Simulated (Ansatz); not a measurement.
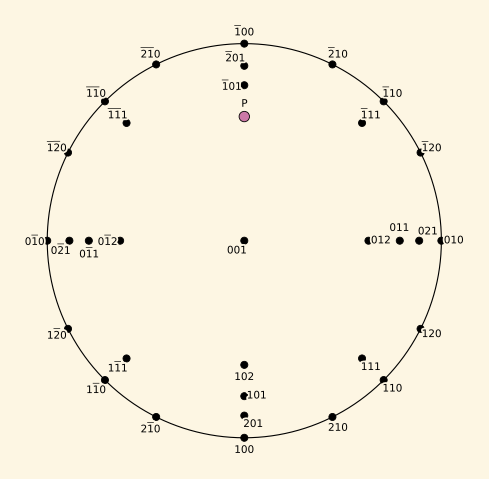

Stereographic projection of plane normals (upper hemisphere) centred on (0 0 1). Crystal: As, the geometry relaxed with Ansatz, DFT PBE, scalar-relativistic, plane waves, PAW; the starting structure was generated, so it need not be a known form of this composition. Geometry calculated from the standardised cell; symmetry tolerance 0.002 Å.

a = 3.451 Å, b = 3.451 Å, c = 14.418 Å, α = 90.00°, β = 90.00°, γ = 90.00°.

Q: Index the pole marked P.

A: P is (−1 0 2), 64.4° from the centre.

Q: What is the angle between the normals of (−1 −2 0) and (−1 0 0), and what are their d_hkl = 1/|g|?

A: 63.4°; d = 1.543 Å and 3.451 Å.
